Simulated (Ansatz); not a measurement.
# Te$_{15}$Mo$_{8}$ (cell charge −1, with a compensating background) (cell with a defect): what the fields show

```
CELL_PARAMETERS angstrom
-7.11333 0.00000 0.00000
3.55666 -6.16032 0.00000
0.00000 0.00000 15.33161
ATOMIC_POSITIONS crystal
Te 0.33253 0.66576 0.63243
Te 0.83267 0.16589 0.63236
Te 0.83268 0.66573 0.63251
Te 0.16547 0.33128 0.13187
Te 0.16516 0.83023 0.12969
Te 0.66462 0.33189 0.13221
Te 0.66508 0.83116 0.13214
Te 0.16566 0.33106 0.36748
Te 0.16532 0.83056 0.36970
Te 0.66420 0.33167 0.36711
Te 0.66512 0.83122 0.36758
Te 0.33238 0.16533 0.86906
Te 0.32759 0.66285 0.86594
Te 0.83527 0.17082 0.86590
Te 0.83483 0.66292 0.86595
Mo 0.32757 0.15831 0.24954
Mo 0.32955 0.66621 0.24983
Mo 0.83232 0.16515 0.24982
Mo 0.83732 0.66821 0.24982
Mo 0.17063 0.32765 0.75097
Mo 0.17037 0.84112 0.75111
Mo 0.65657 0.32759 0.75100
Mo 0.66606 0.83265 0.74933
```

Spin-polarised.

All numbers below come from Ansatz, DFT PBE, scalar-relativistic, plane waves, PAW.

The density is the valence pseudo-density of a PAW calculation; it isn't the true density close to the nuclei.

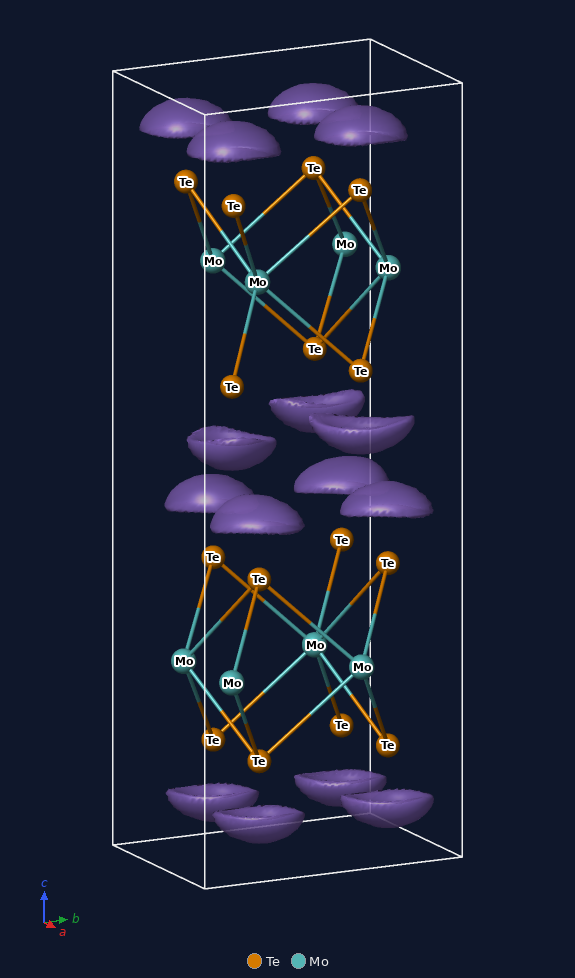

Figure 1. Isosurface of the electron localisation function at 0.75 (purple), seen slightly off an axis. Only the valence region is drawn (cores and ρ < 0.01 e/Å³ removed). Sticks mark near contacts.

Question: Where are the electrons localised?

Answer: The ELF exceeds this value in 15 lobes on Te, pointing away from the bonds (lone pairs), counted in one cell of 23 atoms. Regions shared between cells count once. Along the contacts the grid gives the following. Te–Mo (2.69 Å): the ELF is about 0.55 at the midpoint. Te–Mo (2.74 Å): the ELF peaks at about 0.65 in the valence shell of Te, 1.2 Å from its nucleus, and is about 0.55 at the midpoint.

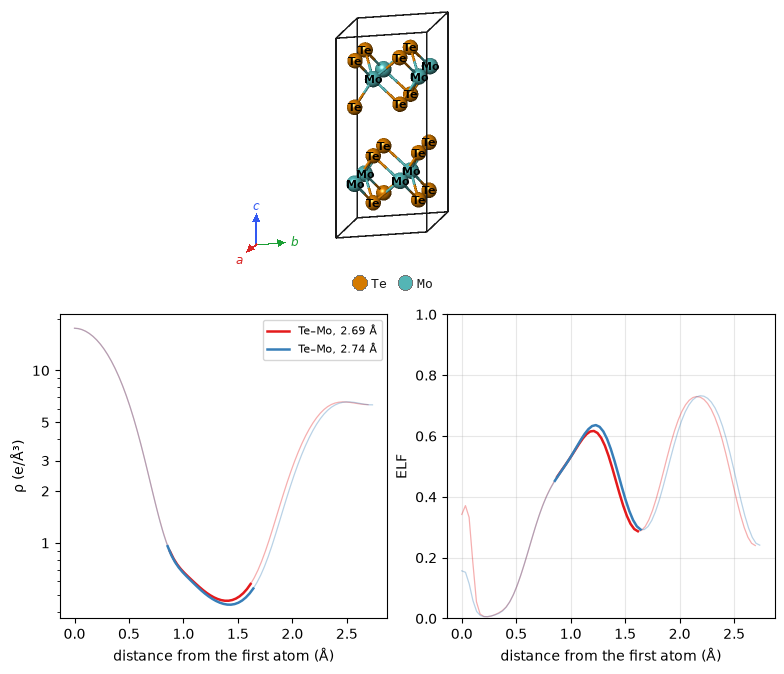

Figure 2. Valence charge density (pseudo) and ELF along straight lines between neighbouring atoms. Thin, pale parts lie inside the atomic spheres. The structure is drawn too.

Question: Compare the contacts.

Answer: Te–Mo (2.69 Å): the density is about 0.47 e/Å³ at the midpoint; the ELF is about 0.55 at the midpoint.
Te–Mo (2.74 Å): the density is about 0.44 e/Å³ at the midpoint; the ELF peaks at about 0.65 in the valence shell of Te, 1.2 Å from its nucleus, and is about 0.55 at the midpoint.

Question: Does the calculation give a band gap?

Answer: It is gapless in this calculation (a metal or semimetal).
